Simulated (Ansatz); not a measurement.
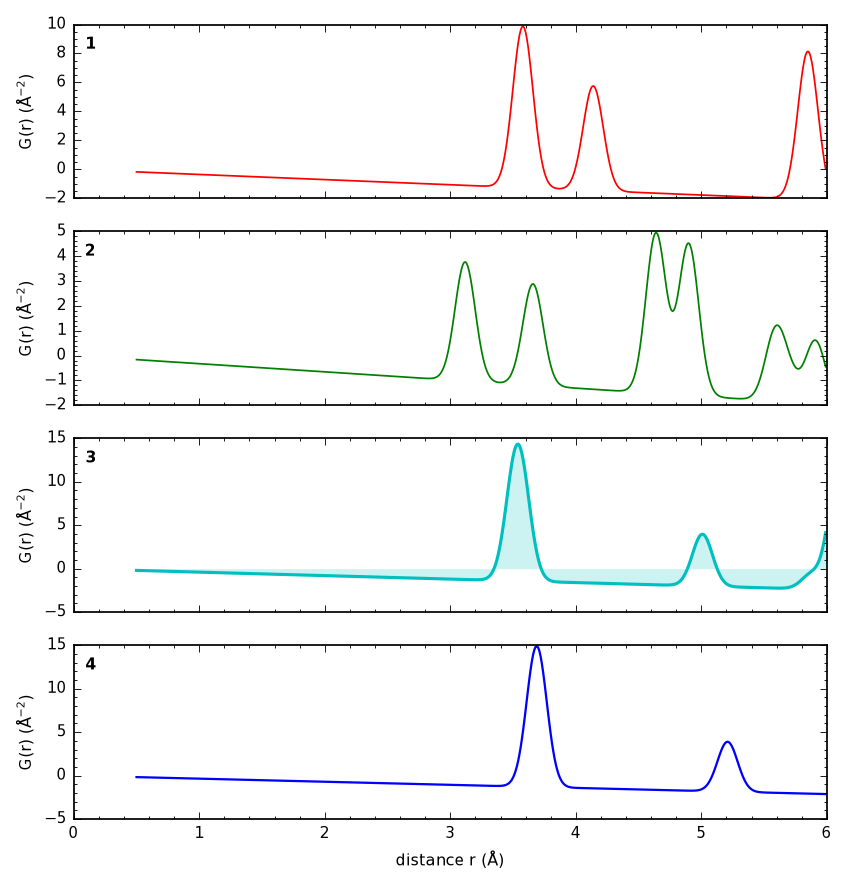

Computed neutron G(r), with each pair weighted by the product of the tabulated coherent neutron scattering lengths (natural isotope mix where the element has one) and a uniform peak width σ = 0.08 Å. No termination ripples are included.

Candidate structures:

A. 
```
Bi
1.0
     5.21152    0.00000    0.00000
     0.00000    5.21152    0.00000
     0.00000    0.00000    5.21152
Bi
4
Cartesian
  0.0000 0.0000 0.0000
  0.0000 2.6058 2.6058
  2.6058 0.0000 2.6058
  2.6058 2.6058 0.0000
```

B. 
```cif
data_structure
_symmetry_space_group_name_H-M 'P 1'
_symmetry_Int_Tables_number 1
_cell_length_a 3.5092
_cell_length_b 3.5092
_cell_length_c 5.8831
_cell_angle_alpha 90.000
_cell_angle_beta 90.000
_cell_angle_gamma 120.000
_cell_volume 62.74
loop_
_atom_site_label
_atom_site_type_symbol
_atom_site_fract_x
_atom_site_fract_y
_atom_site_fract_z
_atom_site_occupancy
Bi1 Bi 0.33333 0.66667 0.75000 1
Bi2 Bi 0.66667 0.33333 0.25000 1
```

C. 
```cif
data_structure
_symmetry_space_group_name_H-M 'R-3m:H'
_symmetry_Int_Tables_number 166
_cell_length_a 4.6428
_cell_length_b 4.6428
_cell_length_c 12.2999
_cell_angle_alpha 90.000
_cell_angle_beta 90.000
_cell_angle_gamma 120.000
_cell_volume 229.61
loop_
_atom_site_label
_atom_site_type_symbol
_atom_site_symmetry_multiplicity
_atom_site_Wyckoff_symbol
_atom_site_fract_x
_atom_site_fract_y
_atom_site_fract_z
_atom_site_occupancy
Bi1 Bi 6 c 0.00000 0.00000 0.23175 1
```

D. 
```cif
data_structure
_symmetry_space_group_name_H-M 'Im-3m'
_symmetry_Int_Tables_number 229
_cell_length_a 4.1364
_cell_length_b 4.1364
_cell_length_c 4.1364
_cell_angle_alpha 90.000
_cell_angle_beta 90.000
_cell_angle_gamma 90.000
_cell_volume 70.77
loop_
_atom_site_label
_atom_site_type_symbol
_atom_site_symmetry_multiplicity
_atom_site_Wyckoff_symbol
_atom_site_fract_x
_atom_site_fract_y
_atom_site_fract_z
_atom_site_occupancy
Bi1 Bi 2 a 0.00000 0.00000 0.00000 1
```

Origins: A, the input geometry of an electronic-structure calculation (not necessarily at equilibrium); the starting structure was generated, so it need not be a known form of this composition; B, the geometry relaxed at fixed volume with Ansatz, DFT PBE, spin-orbit coupling, plane waves, PAW; the starting structure was generated, so it need not be a known form of this composition; C, the input geometry of an electronic-structure calculation (not necessarily at equilibrium); D, the input geometry of an electronic-structure calculation (not necessarily at equilibrium); the starting structure was generated, so it need not be a known form of this composition.

Question: Match each curve to its structure.

Answer: curve 1 is D (Bi, first clear peaks at 3.58 Å (Bi–Bi) and 4.14 Å (Bi–Bi)); curve 2 is C (Bi, first clear peaks at 3.12 Å (Bi–Bi) and 3.66 Å (Bi–Bi)); curve 3 is B (Bi, first clear peaks at 3.54 Å (Bi–Bi) and 5.01 Å (Bi–Bi)); curve 4 is A (Bi, first clear peaks at 3.69 Å (Bi–Bi) and 5.21 Å (Bi–Bi)).
